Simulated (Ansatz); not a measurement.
**Two runs on GaN**

System: GaN (2 atoms in the cell).
Method of run 1: DFT, PBEsol, plane waves, PAW, no spin polarisation (Ansatz 0.2.0).

The structure was built on a prototype by a generator. The geometry comes from this level: r2SCAN. Text and figures count atoms from 1; the logs count them from 0 in places.

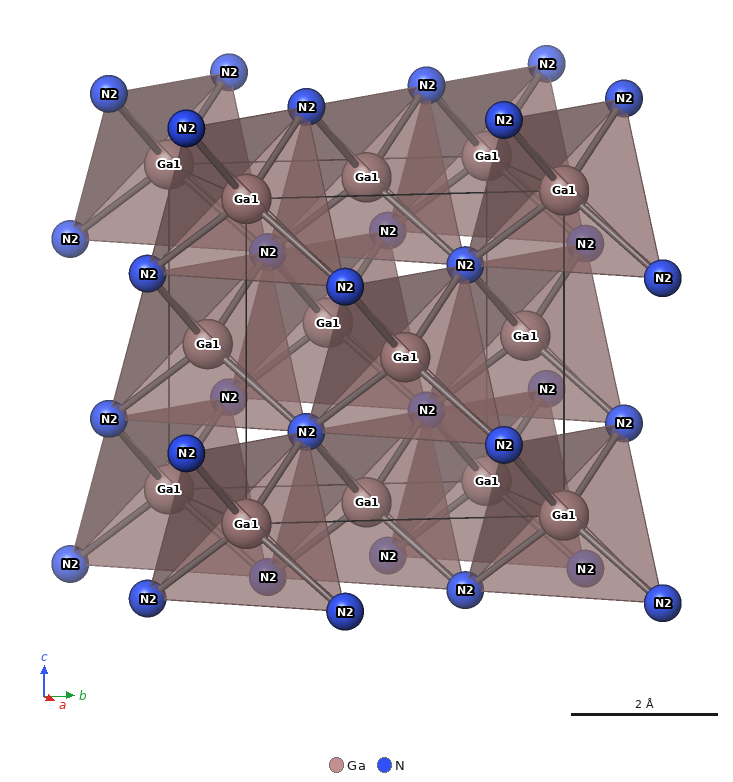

Figure 1. The input geometry (polyhedral view of the cell 4 times as large as that of the calculation, set on its symmetry axes, seen slightly off an axis; polyhedra are completed across the faces of the cell; atoms are numbered from 1 in the order of the input).

The input, run 1:
```yaml
crystal:
  lattice:
    - [0.0, 2.2489525415, 2.2489525415]
    - [2.2489525415, 0.0, 2.2489525415]
    - [2.2489525415, 2.2489525415, 0.0]
  atoms:
    - { symbol: Ga, position: [0.0, 0.0, 0.0] }
    - { symbol: "N", position: [0.25, 0.25, 0.25] }
kpoints:
  mp_grid: { grid: [6, 6, 6] }
hamiltonian:
  xc: pbesol
scf:
  occupations: { method: fixed }
  n_extra_bands: 4
output:
  forces: true
  stress: true
  eigenvalues: true
accuracy: high
```

Command:
```bash
ansatz run input.yaml --threads 4 --pin off --max-ram 3686MiB --backend cpu --events-out ev --progress --plain --runs-dir out
```

Hardware: 4 threads of Arm Neoverse N1, 98 GiB of memory available, shared host.

Output, shortened to warnings, some set-up lines, iterations and results (run 1):
```
Basis set: ecut = 420 eV, 459 PW (Γ), exchange–correlation on 50×50×50 points (8 copies of the dense FFT grid, shifted against one another)
Symmetry: 24 space group operations
k-points: 16 of 216 (time reversal used)
Initial density: superposition of atomic densities (neutral atoms: chi_scale 0, normalization atom), corrected by the library's trained network
[...]
SCF iter   1: F=—  HF=-4122.839154 eV  |F-HF|=—  |Δ(HF+E_count)|=         —  Δρ=1.19e-2  dr2=3.13e-2  ethr=1.77e-3  ⟨swp⟩=4.3  Hψ=950  notcnv=0  defer=26
SCF iter   2: F=—  HF=-4122.831766 eV  |F-HF|=—  |Δ(HF+E_count)|=   7.39e-3  Δρ=5.15e-3  dr2=5.43e-3  ethr=1.74e-4  ⟨swp⟩=2.2  Hψ=422  notcnv=0  defer=30
SCF iter   3: F=—  HF=-4122.830175 eV  |F-HF|=—  |Δ(HF+E_count)|=   1.59e-3  Δρ=5.56e-4  dr2=4.11e-5  ethr=3.01e-5  ⟨swp⟩=2.0  Hψ=286  notcnv=0  defer=30
SCF iter   4: F=—  HF=-4122.830173 eV  |F-HF|=—  |Δ(HF+E_count)|=   1.92e-6  Δρ=2.91e-4  dr2=7.94e-6  ethr=2.28e-7  ⟨swp⟩=2.4  Hψ=358  notcnv=0
SCF iter   5: F=-4122.830176 eV  HF=-4122.830176 eV  |F-HF|=1.34e-7  |Δ(HF+E_count)|=   2.78e-6  Δρ=3.43e-5  dr2=8.20e-8  ethr=4.41e-8  ⟨swp⟩=2.3  Hψ=355  notcnv=0
SCF iter   6: F=-4122.830176 eV  HF=-4122.830176 eV  |F-HF|=4.10e-10  |Δ(HF+E_count)|=   1.44e-7  Δρ=3.54e-6  dr2=1.26e-9  ethr=4.56e-10  ⟨swp⟩=4.1  Hψ=1053  notcnv=0
SCF iter   7: F=—  HF=-4122.830176 eV  |F-HF|=—  |Δ(HF+E_count)|=  6.79e-10  Δρ=5.98e-7  dr2=3.15e-11  ethr=7.02e-12  ⟨swp⟩=2.1  Hψ=336  notcnv=0
SCF iter   8: F=-4122.830176 eV  HF=-4122.830176 eV  |F-HF|=1.82e-12  |Δ(HF+E_count)|=  1.82e-12  Δρ=1.87e-8  dr2=3.12e-14  ethr=1.00e-12  ⟨swp⟩=4.9  Hψ=757  notcnv=0
SCF 1 converged in 8 iterations: F = -4122.830176 eV  dr2 = 3.12e-14
SCF converged after 8 iterations
Free energy (F): -4122.830176 eV
Harris-Foulkes:  -4122.830176 eV  (|F-HF|=1.82e-12)
Internal energy: -4122.830176 eV  (E = F + TS)
E sigma→0 (E₀):  -4122.830176 eV
Fermi energy:    9.607134 eV
--- Per-component energies (eV) ---
  E_band       = -6.708357
  E_kinetic    = 246.709659
  E_local      = -1945.238117  (includes V_loc(G=0)·N_el)
  E_nonlocal   = 475.433498
  E_hartree    = 893.623242
  E_xc         = -127.702659
  E_vxc        = -133.876199  (∫ρ·V_xc dr)
  E_paw        = -2075.901764  (= ΣΔE_a)
  E_vpaw       = -436.983793  (= ΣTr[D̂ρ^β])
  E_aug_tail   = 0.000119  (compensation charges beyond the density's cutoff)
  E_ewald      = -1590.645230
  E_core_change = 0.891077  (= ΣΔE_core)
  E_smearing   = -0.000000  (= −TS)
  E_closure    = 0.000000  (closes the sum)
  Σ components = -4122.830176   (vs F -4122.830176, Δ=0.00e0)
--- Forces (eV/Å), atoms counted from 1 ---
  atom   1  Ga     0.00000000    -0.00000000    -0.00000000
  atom   2  N     -0.00000000     0.00000000     0.00000000
  max |Σ_I F_I| component: 1.85e-17 eV/Å
--- Stress (GPa, compression-positive) ---
       -0.017372       0.000000       0.000000
        0.000000      -0.017372       0.000000
       -0.000000       0.000000      -0.017372
  P = ⅓ Tr σ = -0.0174 GPa (-0.174 kbar)
```

For run 2 the input was changed thus:
```diff
-accuracy: high
+accuracy: low
```

What does this change do to the results?

The energy doesn't change within 0.01 meV per atom. The SCF takes 6 iterations against 8.

Output, shortened to warnings, some set-up lines, iterations and results (run 2):
```
Basis set: ecut = 420 eV, 459 PW (Γ), exchange–correlation on 48×48×48 points (8 copies of the dense FFT grid, shifted against one another)
Symmetry: 24 space group operations
k-points: 16 of 216 (time reversal used)
Initial density: superposition of atomic densities (neutral atoms: chi_scale 0, normalization atom), corrected by the library's trained network
[...]
SCF iter   1: F=—  HF=-4122.839154 eV  |F-HF|=—  |Δ(HF+E_count)|=         —  Δρ=1.19e-2  dr2=3.13e-2  ethr=1.77e-3  ⟨swp⟩=4.3  Hψ=950  notcnv=0  defer=26
SCF iter   2: F=—  HF=-4122.831758 eV  |F-HF|=—  |Δ(HF+E_count)|=   7.40e-3  Δρ=5.15e-3  dr2=5.43e-3  ethr=1.74e-4  ⟨swp⟩=2.2  Hψ=422  notcnv=0  defer=30
SCF iter   3: F=—  HF=-4122.830167 eV  |F-HF|=—  |Δ(HF+E_count)|=   1.59e-3  Δρ=5.56e-4  dr2=4.11e-5  ethr=3.01e-5  ⟨swp⟩=2.0  Hψ=286  notcnv=0  defer=30
SCF iter   4: F=—  HF=-4122.830173 eV  |F-HF|=—  |Δ(HF+E_count)|=   6.07e-6  Δρ=2.91e-4  dr2=7.94e-6  ethr=2.28e-7  ⟨swp⟩=2.4  Hψ=355  notcnv=0
SCF iter   5: F=-4122.830176 eV  HF=-4122.830176 eV  |F-HF|=1.34e-7  |Δ(HF+E_count)|=   2.78e-6  Δρ=3.42e-5  dr2=8.18e-8  ethr=4.41e-8  ⟨swp⟩=2.3  Hψ=355  notcnv=0
SCF iter   6: F=-4122.830176 eV  HF=-4122.830176 eV  |F-HF|=3.76e-10  |Δ(HF+E_count)|=   1.43e-7  Δρ=3.51e-6  dr2=1.25e-9  ethr=4.54e-10  ⟨swp⟩=4.1  Hψ=1052  notcnv=0
SCF 1 converged in 6 iterations: F = -4122.830176 eV  dr2 = 1.25e-9
SCF converged after 6 iterations
Free energy (F): -4122.830176 eV
Harris-Foulkes:  -4122.830176 eV  (|F-HF|=3.76e-10)
Internal energy: -4122.830176 eV  (E = F + TS)
E sigma→0 (E₀):  -4122.830176 eV
Fermi energy:    9.607150 eV
--- Per-component energies (eV) ---
  E_band       = -6.708104
  E_kinetic    = 246.709591
  E_local      = -1945.237638  (includes V_loc(G=0)·N_el)
  E_nonlocal   = 475.433474
  E_hartree    = 893.622923
  E_xc         = -127.702685
  E_vxc        = -133.876230  (∫ρ·V_xc dr)
  E_paw        = -2075.901806  (= ΣΔE_a)
  E_vpaw       = -436.982719  (= ΣTr[D̂ρ^β])
  E_aug_tail   = 0.000119  (compensation charges beyond the density's cutoff)
  E_ewald      = -1590.645230
  E_core_change = 0.891077  (= ΣΔE_core)
  E_smearing   = -0.000000  (= −TS)
  E_closure    = 0.000000  (closes the sum)
  Σ components = -4122.830176   (vs F -4122.830176, Δ=0.00e0)
--- Forces (eV/Å), atoms counted from 1 ---
  atom   1  Ga     0.00000000    -0.00000000    -0.00000000
  atom   2  N     -0.00000000     0.00000000     0.00000000
  max |Σ_I F_I| component: 2.08e-17 eV/Å
--- Stress (GPa, compression-positive) ---
       -0.017195       0.000000      -0.000000
        0.000000      -0.017195       0.000000
       -0.000000       0.000000      -0.017195
  P = ⅓ Tr σ = -0.0172 GPa (-0.172 kbar)
```

The two runs side by side:

| quantity | run 1 | run 2 |
| --- | --- | --- |
| outcome | converged | converged |
| free energy per atom (eV) | −2061.4151 | −2061.4151 |
| gap on the mesh (eV) | 1.70 | 1.70 |
| pressure (GPa) | −0.02 | −0.02 |
| largest force (eV/Å) | 0.000 | 0.000 |
| SCF iterations | 8 | 6 |
| irreducible k-points | 16 | 16 |
| plane waves at Γ | 459 | 459 |
| wall time (shared host) | 0.82 s | 0.76 s |

For run 2: The input asks for low accuracy.
